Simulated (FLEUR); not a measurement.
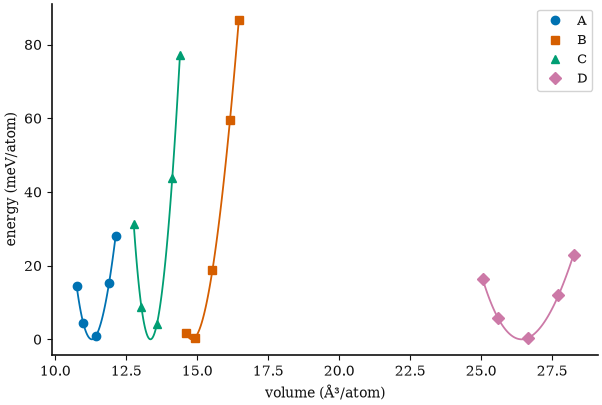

Plotted: energy against volume, with one curve for each element, for Cu, Pd, Ru and Sb (all in space group P6_3/mmc (No. 194)). The labels are replaced by letters.

Computed with FLEUR MaX-R8.1 (later development tree): all-electron LAPW DFT, no spin polarisation; energies at scaled volumes of the given cell, shape and fractions fixed, counted from the fit's minimum, third-order Birch-Murnaghan fit. Level: SCAN.

| setting | value |
| --- | --- |
| occupations | Fermi–Dirac |
| smearing width | 0.05 eV |
| potentials | all electron |

Question: Which letter stands for which compound?

Answer: A: Cu; B: Pd; C: Ru; D: Sb.

Limits of the calculation: shape and atomic fractions are frozen while scaling, which makes layered, chain and framework solids too stiff.
